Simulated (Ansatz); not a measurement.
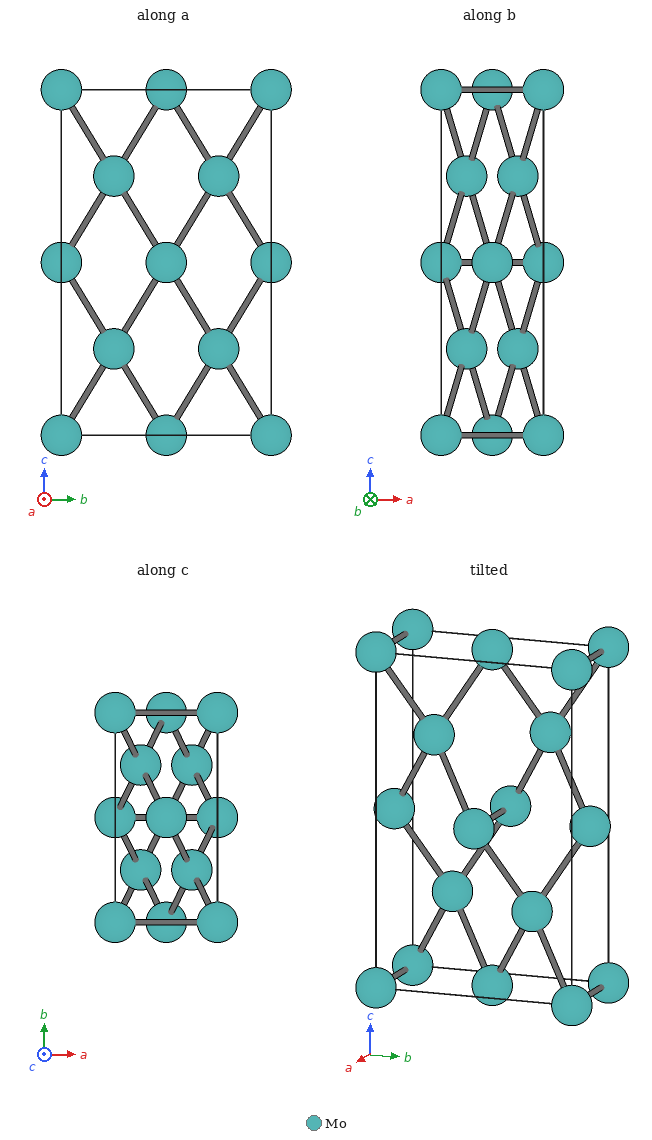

Structure drawing (ball-and-stick), viewed along the a axis, along the b axis, along the c axis and slightly off an axis. One conventional unit cell is outlined, and atoms on its boundary appear in each equivalent place.

Lattice parameters: a = 2.6073 Å, b = 5.3396 Å, c = 8.7978 Å, α = 90.000°, β = 90.000°, γ = 90.000°.

Q: Convert the drawing into a CIF with its space group and independent sites.

A:
```cif
data_structure
_symmetry_space_group_name_H-M 'F d d d :1'
_symmetry_Int_Tables_number 70
_cell_length_a 2.6073
_cell_length_b 5.3396
_cell_length_c 8.7978
_cell_angle_alpha 90.000
_cell_angle_beta 90.000
_cell_angle_gamma 90.000
_cell_volume 122.48
loop_
_atom_site_label
_atom_site_type_symbol
_atom_site_symmetry_multiplicity
_atom_site_Wyckoff_symbol
_atom_site_fract_x
_atom_site_fract_y
_atom_site_fract_z
_atom_site_occupancy
Mo1 Mo 8 a 0.2500 0.7500 0.7500 1
```

Its origin is a structure type filled with this element by a generator (whether the element takes this form wasn't checked). Earlier steps of the study may have refined or changed the cell and positions. Ansatz was used for an electronic-structure calculation on it.
